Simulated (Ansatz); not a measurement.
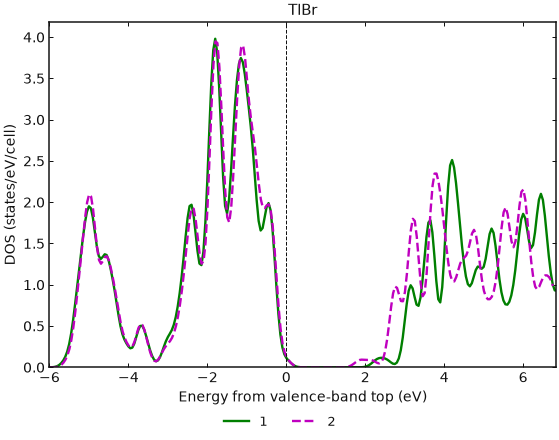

Total densities of states of TlBr, space group P4/mmm, 2 atoms in the cell, biaxial (xy) strain +1.7%, by two methods on the same cell. The curves are built from the levels of the k mesh with Gaussians 0.3 eV wide, which also blur the band edges. Each is counted from its own valence-band top.

**Which curve is which? The methods: PBE, r2SCAN.**

1 is r2SCAN; 2 is PBE. r2SCAN gives a gap of 2.23 eV and PBE gives a gap of 1.80 eV.

Settings. r2SCAN: DFT, r2SCAN, plane waves, PAW, no spin polarisation, 6×6×6 k mesh, 500 eV cutoff (Ansatz). PBE: DFT, PBE, plane waves, PAW, no spin polarisation, 6×6×6 k mesh, 420 eV cutoff, Fermi-Dirac smearing of 0.02 eV (Ansatz).

Spin-orbit coupling is left out, which matters for Tl.
